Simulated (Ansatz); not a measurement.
Consider Sn₉O₁₆ (cell charge +3, with a compensating background) (cell with a defect).

The calculation's input:

```
crystal:
  lattice:
    - [-4.8271903414, -4.8271903414, 0.0]
    - [4.8271903414, -4.8271903414, 0.0]
    - [0.0, 4.8271903414, 6.4763045005]
  atoms:
    - { symbol: Sn, position: [0.1544108282, 0.6117790822, 0.2509934277] }
    - { symbol: Sn, position: [0.3790163065, 0.880657788, 0.7472833375] }
    - { symbol: Sn, position: [0.5274753411, 0.1660626085, 0.2531206128], spin: 0.2 }
    - { symbol: Sn, position: [0.8825493938, 0.3845227118, 0.7548015738] }
    - { symbol: Sn, position: [-0.007389428, 0.0158575453, -0.0251104855] }
    - { symbol: Sn, position: [0.2685703555, 0.2918958045, 0.52708685] }
    - { symbol: Sn, position: [0.4945219336, 0.4772401117, -0.003399508] }
    - { symbol: Sn, position: [0.7489588628, 0.7316957821, 0.5053918349] }
    - { symbol: O, position: [0.1435555259, 0.3136744137, 0.2509839986] }
    - { symbol: O, position: [0.3583694357, 0.5946840704, 0.7760446317] }
    - { symbol: O, position: [0.5815302243, 0.7939776642, 0.2509408782] }
    - { symbol: O, position: [0.8332830222, 0.0697496365, 0.7260116004] }
    - { symbol: O, position: [0.1500073548, 0.9423753242, 0.2525979748], spin: 0.2 }
    - { symbol: O, position: [0.4142332191, 0.182261353, 0.7463034763] }
    - { symbol: O, position: [0.653362051, 0.4283641368, 0.2510144868] }
    - { symbol: O, position: [0.9188743744, 0.6870383105, 0.7557485243] }
    - { symbol: O, position: [0.1915517042, 0.4693462921, -0.0055785143] }
    - { symbol: O, position: [0.4481689438, 0.7259764351, 0.5075205844] }
    - { symbol: O, position: [0.7106752901, -0.0155980027, 0.0001940585], spin: 0.2 }
    - { symbol: O, position: [0.9597414332, 0.2409589496, 0.4997061047], spin: 0.2 }
    - { symbol: O, position: [0.8197620563, 0.5599105168, 0.0277792602] }
    - { symbol: O, position: [0.0429912312, 0.7831461696, 0.4741775989] }
    - { symbol: O, position: [0.2757281898, 0.0448947602, -0.0404409982] }
    - { symbol: O, position: [0.5670304408, 0.3364374939, 0.5424718251] }
    - { symbol: Sn, position: [0.8543481139, -0.0791778475, 0.2538592107], spin: 0.2 }
  host:
    lattice:
      - [4.8271903414, 0.0, 0.0]
      - [0.0, 4.8271903414, 0.0]
      - [0.0, 0.0, 3.2381522502]
    atoms:
      - { symbol: Sn, position: [0.5, 0.5, 0.5] }
      - { symbol: Sn, position: [0.0, 0.0, 0.0] }
      - { symbol: O, position: [0.1934234768, 0.8065765232, 0.5] }
      - { symbol: O, position: [0.8065765232, 0.1934234768, 0.5] }
      - { symbol: O, position: [0.3065765232, 0.3065765232, 0.0] }
      - { symbol: O, position: [0.6934234768, 0.6934234768, 0.0] }
total_charge: 3
basis:
  ecutwfc: 420
  xc_grid: 2
kpoints:
  mp_grid: { grid: [3, 3, 3], shift: [0.0, 0.0, 0.0] }
hamiltonian:
  xc: pbe
scf:
  occupations: { method: gaussian, width: 0.01 }
output:
  forces: true
  stress: false
  eigenvalues: true
  populations: true
  charged_corrections:
    defect_position: [0.875, 0.025, 0.25]
    epsilon: [[14.0248, 0.0, 0.0], [0.0, 14.0248, 0.0], [0.0, 0.0, 10.8937]]
  write_density: true
  write_potential: true
  elf: true
  volumetric_format: npy
magnetization:
  spin_polarized: true
relax:
  adjacent_minimum: "off"
  f_tol: 0.025
  max_steps: 45
```

Command:

```sh
ansatz run input.yaml --threads 4 --pin off --max-ram 10240MiB --backend cpu --events-out ev --progress --plain --runs-dir out
```

The fields are those of the run's last geometry, not of the input's.

The program warned that a starting moment wasn't kept; spin-polarised, but the moments vanished.

These are results of DFT PBE, scalar-relativistic, plane waves, PAW in Ansatz 0.2.0, not measurements.

What can the converged valence pseudo-density and electron localisation function tell about the bonding?

Answer. Sn–O (2.07 Å): ρ at the midpoint is about 0.64 e/Å³; the ELF peaks at about 0.80 in the valence shell of O, 0.6 Å from its nucleus, and is about 0.25 at the midpoint (no localised pair shows between them).

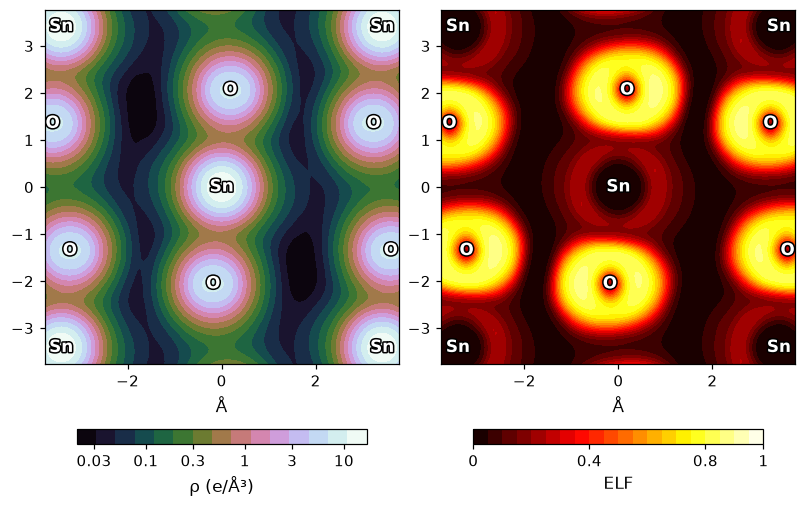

Computed valence pseudo-density and electron localisation function on the (001) plane of the calculation cell, in this order. 

In a PAW calculation such maps are meaningful between the atoms, not at the nuclei.
